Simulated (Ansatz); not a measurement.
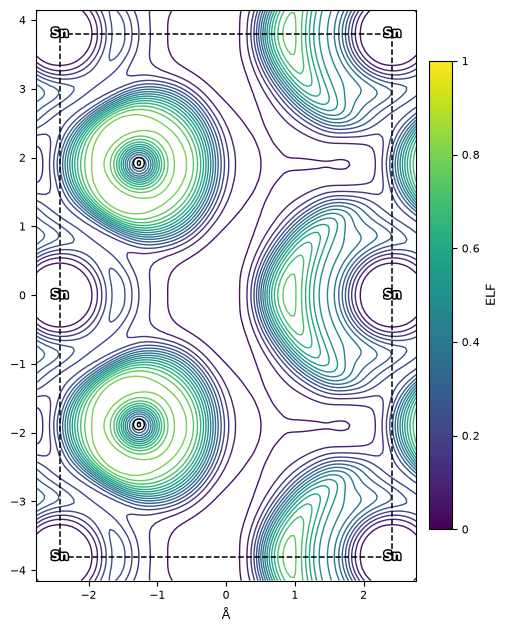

*SnO. ELF on the (110) plane of the conventional cell.*

Space group Cmme; changed on purpose from its base cell (strain +0.0075 x Voigt [0, 0, 0, 0, 0, 1], atoms carried along); not relaxed (largest force 0.4 eV/Å); computed pressure about 4 GPa in this cell.

Theory: DFT PBE, scalar-relativistic, plane waves, PAW (Ansatz 0.2.0).

Core electrons are frozen (PAW), and the valence fields are smoothed inside the atomic spheres.

**Describe what can be read from this map.**

- Atoms in the plane: Sn and O.
- Sn–O (2.22 Å): the ELF peaks at about 0.85 in the valence shell of O, 0.6 Å from its nucleus, and is about 0.20 at the midpoint: no localised pair shows between them.
